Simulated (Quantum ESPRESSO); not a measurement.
## CuI: 7 runs along one coordinate

System: CuI (Fm-3m, 2 atoms in the cell).
Method: Kohn-Sham DFT of a periodic cell, PBE, SSSP 1.3 efficiency PBE, no spin polarisation (Quantum ESPRESSO 7.5).

The 7 runs differ only in the geometry, by an even scaling of the cell at fixed fractional positions. The structure derives from a Materials Project entry.

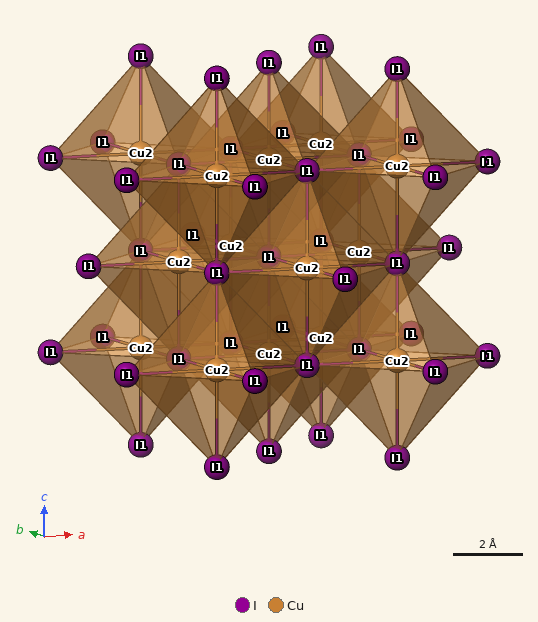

Figure 1. The structure of run 4 (polyhedral view of the cell 4 times as large as that of the calculation, set on its symmetry axes, seen slightly off an axis; polyhedra are completed across the faces of the cell; atoms are numbered from 1 in the order of the input).

### Input of run 4
```
&CONTROL
  calculation = 'scf'
  prefix = 'pwscf'
  outdir = './tmp'
  pseudo_dir = './pseudo'
  tprnfor = .true.
  tstress = .true.
  disk_io = 'nowf'
/
&SYSTEM
  ibrav = 0
  nat = 2
  ntyp = 2
  ecutwfc = 55
  ecutrho = 440
  nbnd = 15
  occupations = 'smearing'
  smearing = 'fd'
  degauss = 0.00367493
/
&ELECTRONS
  conv_thr = 4d-10
  electron_maxstep = 120
  mixing_beta = 0.5
/
ATOMIC_SPECIES
I    126.9045 I.pbe-n-kjpaw_psl.0.2.UPF
Cu    63.5460 Cu.paw.z_11.ld1.psl.v1.0.0-low.upf
CELL_PARAMETERS angstrom
   0.0000000000    2.8620890000    2.8620890000
   2.8620890000    0.0000000000    2.8620890000
   2.8620890000    2.8620890000    0.0000000000
ATOMIC_POSITIONS crystal
I      0.5000000000    0.5000000000    0.5000000000
Cu     0.0000000000    0.0000000000    0.0000000000
K_POINTS automatic
8 8 8 0 0 0
```

Command:
```bash
OMP_NUM_THREADS=1 pw.x -in pw.in > pw.out
```

Run 6 differs from it as follows:
```diff
-   0.0000000000    2.8620890000    2.8620890000
-   2.8620890000    0.0000000000    2.8620890000
-   2.8620890000    2.8620890000    0.0000000000
+   0.0000000000    2.8997523849    2.8997523849
+   2.8997523849    0.0000000000    2.8997523849
+   2.8997523849    2.8997523849    0.0000000000
```

### Results, with one run withheld

```tsv
run	volume per atom (Å³)	free energy per atom, from the lowest run given (meV)	pressure (GPa)
1	22.038	16.96	3.59
2	22.507	7.91	2.29
3	22.976	2.38	1.18
4	23.445	0.00	0.18
5	23.914	0.35	−0.71
6	24.383	?	?
7	24.852	8.20	−2.20
```

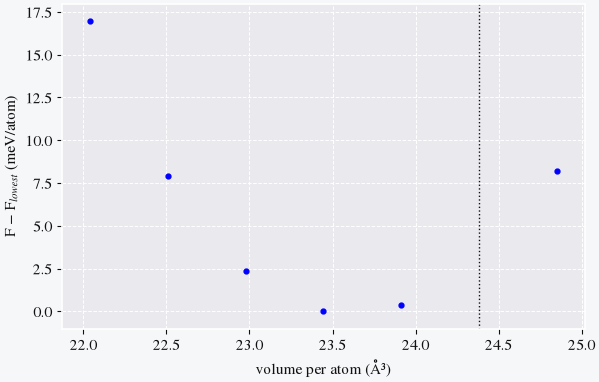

Figure 2. Free energy per atom of the runs given; the dotted line marks run 6.

Estimate the energy of run 6 from the others.

A cubic polynomial in V^(−2/3) (the Birch–Murnaghan form), fitted to the 6 runs given, misses them by at most 0.01 meV per atom. With x = V^(−2/3) − 0.12273 Å⁻², it reads F = 0.59205 + 1266 x + 5.2043e+05 x² + 2.1777e+06 x³ (meV per atom). At run 6 it gives 3.19 meV per atom, and the run itself gives 3.18. The slope of the fit gives a pressure −dF/dV of −1.35 GPa there, and the run prints −1.50 GPa. The two needn't agree exactly: the fit is approximate, and the printed stress is taken on a finite basis. The fit has its minimum at 23.611 Å³ per atom, where V d²F/dV² gives 45.6 GPa: the bulk modulus at this level, since symmetry fixes the shape and the positions.

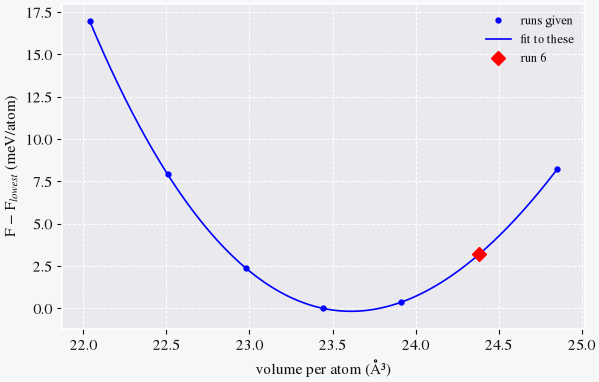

Figure 3. The fit and the withheld run.

### Some lines of the output (run 6)
```
[...]
     number of k points=    29  Fermi-Dirac smearing, width (Ry)=  0.0037
     total energy              =    -591.97946898 Ry
     total energy              =    -591.97986853 Ry
     total energy              =    -591.99476115 Ry
     total energy              =    -591.99495445 Ry
     total energy              =    -591.99496140 Ry
     total energy              =    -591.99496439 Ry
     total energy              =    -591.99496458 Ry
     total energy              =    -591.99496459 Ry
     the Fermi energy is     7.3584 ev
!    total energy              =    -591.99496459 Ry
     The total energy is F=E-TS. E is the sum of the following terms:
     Computing stress (Cartesian axis) and pressure
          total   stress  (Ry/bohr**3)                   (kbar)     P=      -14.96
```
